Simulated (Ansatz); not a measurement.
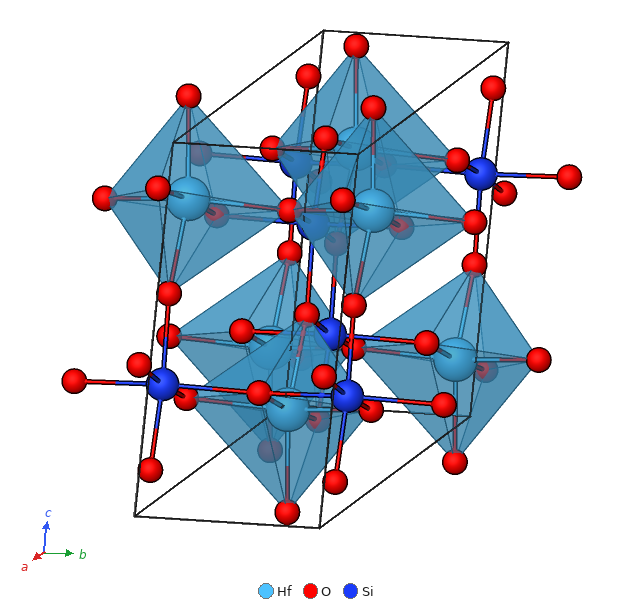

The figure gives a polyhedral picture of the atoms, viewed slightly off an axis. The edges of the conventional unit cell are marked. Some neighbours outside the box are added.

HfSiO₄, space group C2/m (No. 12), a = 10.376 Å, b = 3.745 Å, c = 7.371 Å, α = 90.00°, β = 111.03°, γ = 90.00°. The initial geometry was a structure type filled with these elements by a generator (whether the compound takes this form wasn't checked). Earlier steps of the study, as a rule a relaxation of our own, may have changed the cell and positions, so they can lie some per cent off the listed ones. Ansatz was used for an electronic-structure calculation on it.

This one geometry was computed with Ansatz (DFT, plane waves, PAW) at five levels of theory: HSE06, r2SCAN, PBE, PBE with spin-orbit coupling and PBE0. It was relaxed beforehand with r2SCAN.

Which level gives the highest pressure at this volume, and what does that say about its equilibrium volume?

Answer. Highest: PBE (6.1 GPa) and PBE with spin-orbit coupling (5.9 GPa), which points to the largest equilibrium volume. Lowest, with the smallest volume: HSE06 (-0.4 GPa), r2SCAN (0.0 GPa) and PBE0 (-0.4 GPa). Levels within 0.5 GPa of each other can't be told apart.

How does the band gap change with the level of theory?

Answer. PBE with spin-orbit coupling: a gap of 4.32 eV, direct; PBE: a gap of 4.33 eV, direct; r2SCAN: a gap of 4.81 eV, direct; HSE06: a gap of 5.98 eV, direct; PBE0: a gap of 6.75 eV, direct.

Collect the results in a table.

Answer.
| level | cutoff (eV) | k-mesh of the run's cell | gap (eV) | pressure (GPa) |
| --- | --- | --- | --- | --- |
| HSE06 | 420 | 4×4×2 | 5.98 | -0.4 |
| r2SCAN | 500 | 8×8×4 | 4.81 | 0.0 |
| PBE | 420 | 8×8×4 | 4.33 | 6.1 |
| PBE with spin-orbit coupling | 420 | 8×8×4 | 4.32 | 5.9 |
| PBE0 | 420 | 4×4×2 | 6.75 | -0.4 |

Gaps are taken on the k-mesh or band path of each run.
